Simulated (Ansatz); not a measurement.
**Energy of N along an even scaling of the cell**

System: N (P4₃32, 4 atoms in the cell).
Method: DFT PBE, scalar-relativistic, plane waves, PAW, no spin polarisation (Ansatz 0.2.0).

The 7 runs differ only in the geometry, by an even scaling of the cell at fixed fractional positions. The structure derives from an entry of the Crystallography Open Database.

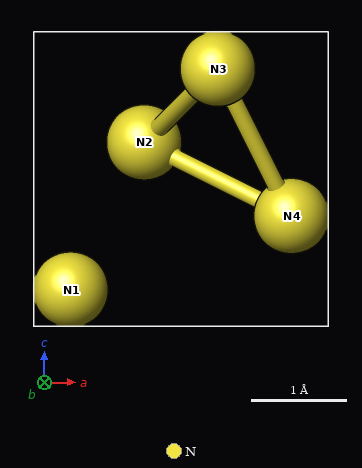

Figure 1. The structure of run 4 (ball-and-stick view of the cell of the calculation, along the b axis; atoms are numbered from 1 in the order of the input).

**Input of run 4**
```yaml
crystal:
  lattice:
    - [3.0999104508, 0.0, 0.0]
    - [0.0, 3.0999104508, 0.0]
    - [0.0, 0.0, 3.0999104508]
  atoms:
    - { symbol: "N", position: [0.125, 0.125, 0.125] }
    - { symbol: "N", position: [0.375, 0.875, 0.625] }
    - { symbol: "N", position: [0.625, 0.375, 0.875] }
    - { symbol: "N", position: [0.875, 0.625, 0.375] }
basis:
  ecutwfc: 420
kpoints:
  mp_grid: { grid: [14, 14, 14] }
hamiltonian:
  xc: pbe
scf:
  occupations: { method: gaussian, width: 0.1 }
output:
  forces: true
  stress: true
  eigenvalues: true
```

Lattice vectors (Å) and fractional positions of run 4:
```
   3.099910    0.000000    0.000000
   0.000000    3.099910    0.000000
   0.000000    0.000000    3.099910
N   0.125000  0.125000  0.125000
N   0.375000  0.875000  0.625000
N   0.625000  0.375000  0.875000
N   0.875000  0.625000  0.375000
```

Run 3 differs from it as follows:
```diff
-    - [3.0999104508, 0.0, 0.0]
-    - [0.0, 3.0999104508, 0.0]
-    - [0.0, 0.0, 3.0999104508]
+    - [3.0676173686, 0.0, 0.0]
+    - [0.0, 3.0676173686, 0.0]
+    - [0.0, 0.0, 3.0676173686]
```

**Results, with one run withheld**

```tsv
run	volume per atom (Å³)	free energy per atom, from the lowest run given (meV)	pressure (GPa)
1	6.756	72.85	29.30
2	6.986	37.26	20.39
3	7.217	?	?
4	7.447	0.42	5.89
5	7.908	0.00	−5.06
6	8.138	10.49	−9.47
7	8.445	33.56	−14.44
```

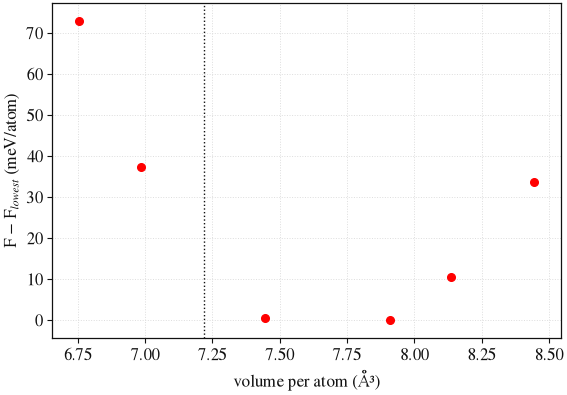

Figure 2. Free energy per atom of the runs given; the dotted line marks run 3.

What should run 3 give?

A cubic polynomial in V^(−2/3) (the Birch–Murnaghan form), fitted to the 6 runs given, misses them by at most 0.01 meV per atom. With x = V^(−2/3) − 0.25932 Å⁻², it reads F = −2.8695 + 706.33 x + 1.4752e+05 x² − 84673 x³ (meV per atom). At run 3 it gives 13.58 meV per atom, and the run itself gives 13.60. The slope of the fit gives a pressure −dF/dV of 12.61 GPa there, and the run prints 12.63 GPa. The fit has its minimum at 7.678 Å³ per atom, where V d²F/dV² gives 181 GPa: the bulk modulus at this level, since symmetry fixes the shape and the positions.

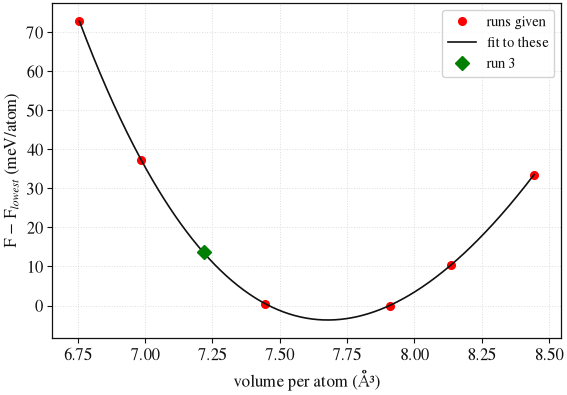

Figure 3. The fit and the withheld run.

**Output, shortened to warnings, some set-up lines, iterations and results (run 3)**
```
Basis set: ecut = 420 eV, 587 PW (Γ), exchange–correlation on 48×48×48 points (8 copies of the dense FFT grid, shifted against one another)
Symmetry: 24 space group operations
k-points: 120 of 2744 (time reversal used)
Initial density: superposition of atomic densities (neutral atoms: chi_scale 0, normalization atom), corrected by the library's trained network
[...]
SCF iter   1: F=—  HF=-1521.505376 eV  |F-HF|=—  |Δ(HF+E_count)|=         —  Δρ=6.04e-3  dr2=3.88e-3  ethr=1.77e-3  ⟨swp⟩=4.9  Hψ=7700  notcnv=0
SCF iter   2: F=—  HF=-1521.504338 eV  |F-HF|=—  |Δ(HF+E_count)|=   1.04e-3  Δρ=3.30e-3  dr2=1.41e-3  ethr=1.94e-5  ⟨swp⟩=2.1  Hψ=3475  notcnv=0
SCF iter   3: F=—  HF=-1521.504616 eV  |F-HF|=—  |Δ(HF+E_count)|=   2.78e-4  Δρ=5.72e-4  dr2=3.88e-5  ethr=7.05e-6  ⟨swp⟩=2.2  Hψ=2733  notcnv=0
SCF iter   4: F=—  HF=-1521.504603 eV  |F-HF|=—  |Δ(HF+E_count)|=   1.31e-5  Δρ=1.70e-4  dr2=2.16e-6  ethr=1.94e-7  ⟨swp⟩=2.8  Hψ=2990  notcnv=0
SCF iter   5: F=—  HF=-1521.504604 eV  |F-HF|=—  |Δ(HF+E_count)|=   1.12e-6  Δρ=2.69e-5  dr2=1.30e-7  ethr=1.08e-8  ⟨swp⟩=2.2  Hψ=2793  notcnv=0
SCF iter   6: F=-1521.504604 eV  HF=-1521.504604 eV  |F-HF|=9.18e-10  |Δ(HF+E_count)|=   4.08e-8  Δρ=3.21e-6  dr2=1.84e-9  ethr=5.00e-10  ⟨swp⟩=4.4  Hψ=5855  notcnv=0
SCF 1 converged in 6 iterations: F = -1521.504604 eV  dr2 = 1.84e-9
SCF converged after 6 iterations
Free energy (F): -1521.504604 eV
Harris-Foulkes:  -1521.504604 eV  (|F-HF|=9.18e-10)
Internal energy: -1521.497536 eV  (E = F + TS)
E sigma→0 (E₀):  -1521.501070 eV
Entropy (-TS):   -0.007069 eV (-1.767 meV/atom)
Fermi energy:    9.330145 eV
--- Per-component energies (eV) ---
  E_band       = 15.544561
  E_kinetic    = 489.134837
  E_local      = -553.201055  (includes V_loc(G=0)·N_el)
  E_nonlocal   = 190.206412
  E_hartree    = 126.996936
  E_xc         = -234.261023
  E_vxc        = -297.488353  (∫ρ·V_xc dr)
  E_paw        = -500.795251  (= ΣΔE_a)
  E_vpaw       = -67.100569  (= ΣTr[D̂ρ^β])
  E_aug_tail   = 0.000278  (compensation charges beyond the density's cutoff)
  E_ewald      = -1039.578670
  E_smearing   = -0.007069  (= −TS)
  E_closure    = 0.000000  (closes the sum)
  Σ components = -1521.504604   (vs F -1521.504604, Δ=0.00e0)
--- Forces (eV/Å), atoms counted from 1 ---
  atom   1  N      0.00000000     0.00000000     0.00000000
  atom   2  N     -0.00000000     0.00000000     0.00000000
  atom   3  N      0.00000000     0.00000000     0.00000000
  atom   4  N      0.00000000    -0.00000000     0.00000000
  max |Σ_I F_I| component: 5.27e-16 eV/Å
--- Stress (GPa, compression-positive) ---
       12.628054      -0.000000       0.000000
        0.000000      12.628054       0.000000
        0.000000       0.000000      12.628054
  P = ⅓ Tr σ = 12.6281 GPa (126.281 kbar)
```
